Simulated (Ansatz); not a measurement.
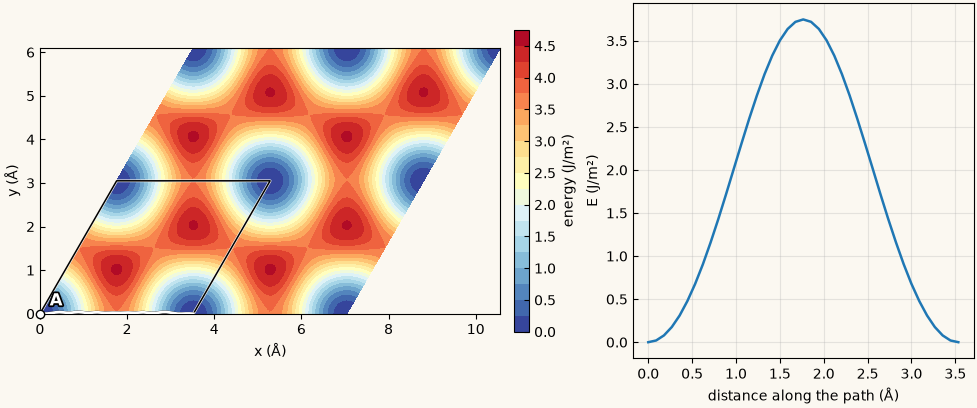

MgO (P6_3/mmc, No. 194; 12 atoms in the cell). 
- Gamma surface: rigid slide across a plane, one fault a cell; the plane is (0 0 1) of the conventional cell, and the faces at the cut hold Mg/O and Mg/O.
- Places are given modulo a cell vector. The map is drawn in real space over the plane of the slide.
- Nothing is relaxed (rigid halves, spacing across the cut fixed).
- Grid: 12 × 12 points; 31 points were computed and 113 follow by symmetry.
- All energies are given in J/m² relative to the lowest grid point.
- Theory: DFT PBE, scalar-relativistic, plane waves, PAW (Ansatz). Settings: cutoff 520 eV, k-mesh 7×7×2 in the order of the run's cell vectors, gaussian smearing 0.05 eV, no spin polarisation.

The picture shows filled contours, a line along the lowest path, the outline of one cell of the 2 × 2 shown, the energy along the path at the right, the start A. Between grid points the surface is interpolated.

Describe the path and its barrier.

The easiest path leads from the well at (0/12, 0/12) of the cell vectors to its copy one period on. Its highest point lies about 3.7 J/m² above the bottom of the first well on the interpolated surface, at (6/12, 0/12) of the cell vectors. The start is the relaxed structure and all else is held, so a fully relaxed path at this level can only be lower.

PAW datasets: the set soft_1.
